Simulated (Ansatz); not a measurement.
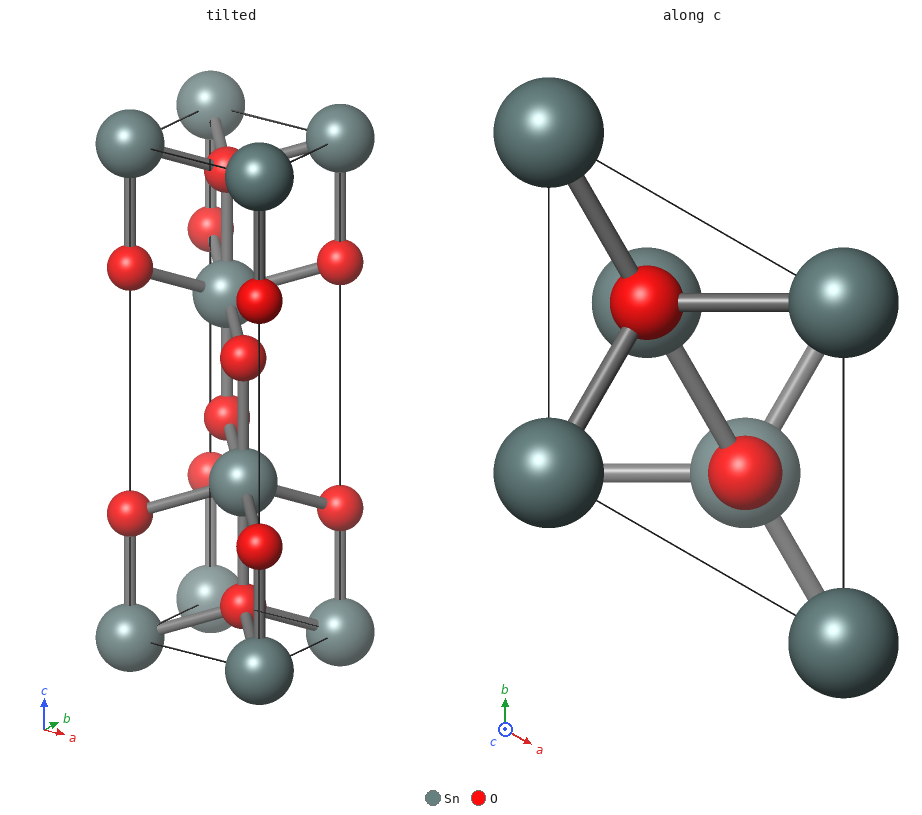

The image is a ball-and-stick drawing of a crystal, viewed slightly off an axis and along the c axis. The edges of the conventional unit cell are marked.

SnO2, space group R-3m (No. 166), a = 3.583 Å, b = 3.583 Å, c = 8.513 Å, α = 90.00°, β = 90.00°, γ = 120.00°. Starting structure: a structure type filled with these elements by a generator (whether the compound takes this form wasn't checked). The cell was then strained or its atoms displaced on purpose. Ansatz was used for an electronic-structure calculation on it.

This one geometry was computed with Ansatz (DFT, plane waves, PAW) at three levels of theory: HSE06, PBE and r2SCAN. It was relaxed with r2SCAN and then strained.

### Which level gives the highest pressure at this volume, and what does that say about its equilibrium volume?

Highest: PBE (17.0 GPa), which points to the largest equilibrium volume. Lowest, with the smallest volume: HSE06 (4.8 GPa). Levels within 0.5 GPa of each other can't be told apart.

### How does the band gap change with the level of theory?

PBE: a gap of 0.61 eV, indirect; r2SCAN: a gap of 1.18 eV, indirect; HSE06: a gap of 2.06 eV, indirect.

### Collect the results in a table.

| level | cutoff (eV) | k-mesh of the run's cell | gap (eV) | pressure (GPa) |
| --- | --- | --- | --- | --- |
| HSE06 | 420 | 6×6×6 | 2.06 | 4.8 |
| PBE | 420 | 8×8×8 | 0.61 | 17.0 |
| r2SCAN | 500 | 8×8×8 | 1.18 | 7.6 |

Gaps are taken on the k-mesh or band path of each run.
